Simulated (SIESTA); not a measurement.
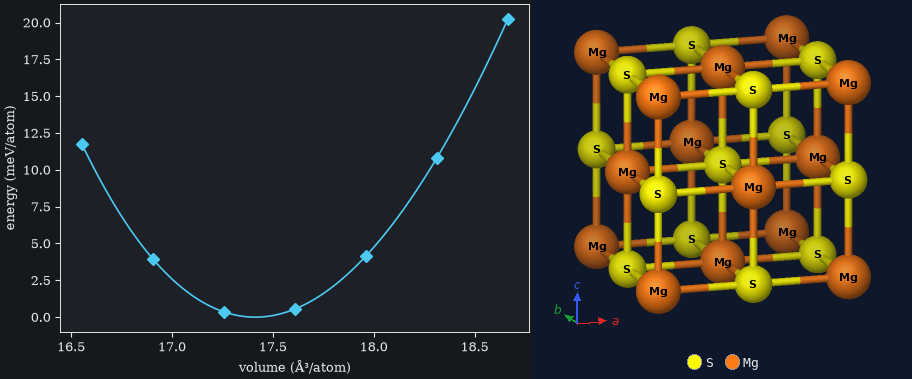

The picture above shows the energy against volume for MgS, space group Fm-3m (No. 225). The conventional cell is drawn beside the plot.

Starting cell:
```xyz
2
Lattice="0.0000 2.6016 2.6016 2.6016 0.0000 2.6016 2.6016 2.6016 0.0000" Properties=species:S:1:pos:R:3 pbc="T T T"
S     2.6016    2.6016    2.6016
Mg    0.0000    0.0000    0.0000
```

How it was computed, with SIESTA 5.4.2: DFT in numerical atomic orbitals with pseudopotentials, no spin polarisation; energies at scaled volumes of the given cell, shape and fractions fixed, counted from the fit's minimum, third-order Birch-Murnaghan fit. Level: LDA.

```tsv
setting	value
k mesh	9×9×9
occupations	Fermi–Dirac
smearing width	0.05 eV
potentials	PseudoDojo 0.4 standard, converted to PSML, two zetas on semicore shells
program settings	basis DZP, mesh cutoff 800 Ry
```

This calculation gives: equilibrium volume 17.41 Å³/atom and bulk modulus 81.3 GPa.

Now Mg is replaced by Zr on all its sites, which gives ZrS in the same structure. What happens?

The equilibrium volume falls from 17.41 to 17.19 Å³/atom (−1.3 %) and the bulk modulus rises from 81.3 to 152.8 GPa (+88 %).

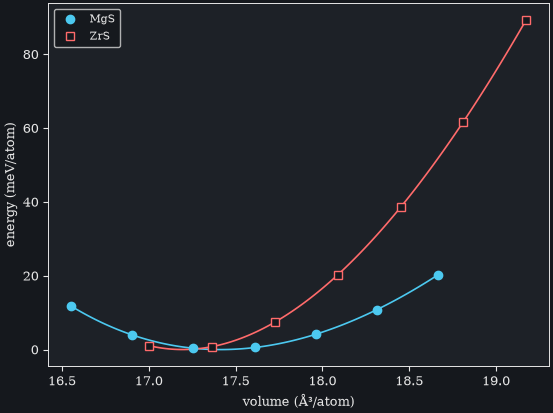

The two results together.

For both, limits of the calculation: mulliken charges of long orbitals.

V0 and the bulk modulus come from third-order Birch–Murnaghan fits.
